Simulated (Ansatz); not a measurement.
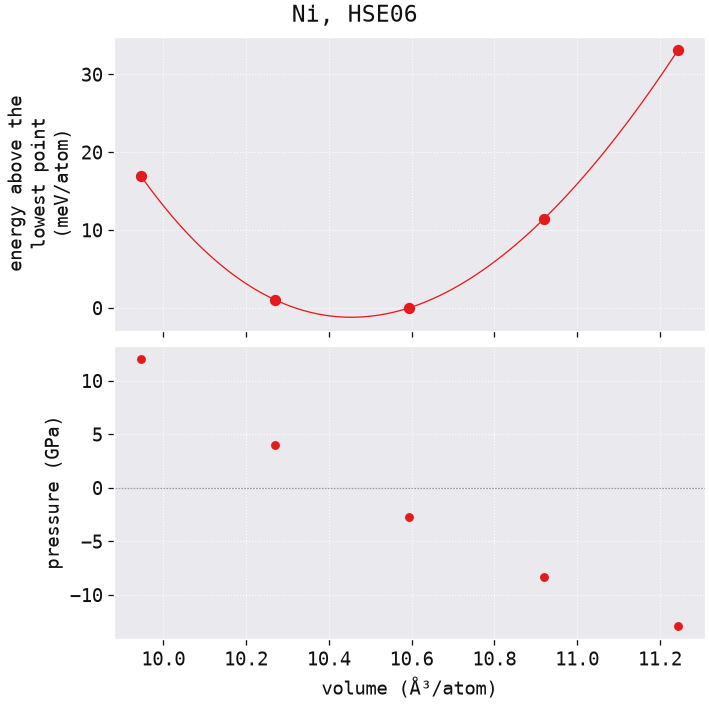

The figure shows the energy above the lowest point and pressure against volume for Ni, space group Fm-3m (No. 225) (one of a set of cubic test structures, which need not be the stable phase).

Computed with Ansatz 0.2.0 development build: equation of state of a cubic crystal from periodic Kohn-Sham density functional theory without spin, third-order Birch-Murnaghan fit to the free energies; pressure corrected for the finite basis. Level: HSE06.

structure type fcc; atoms in cell 1; space group number 225; lattice centring face-centred primitive; k mesh 6×6×6; occupation method Fermi–Dirac; occupation width 0.1 eV; wave cutoff 700 eV; datasets hard PAW; density tolerance 0 eV; bands 13; density cutoff ratio 4; search for lower states default; exchange singularity regularized.

Q: How stiff is the solid, and where is its volume at rest?

A: A third-order Birch–Murnaghan fit gives V0 = 10.45 Å³/atom, B0 = 213 GPa and B′ = 4.9.

Q: Read off the course of the pressure.

A: It falls from 12.0 GPa at volume 9.95 Å³/atom to −12.9 GPa at 11.24 Å³/atom, and changes sign near 10.46 Å³/atom.

Note: coarse k-mesh, values are not converged in k; known magnet treated without spin, far from its ground state; pseudopotentials made with PBE, not this functional.
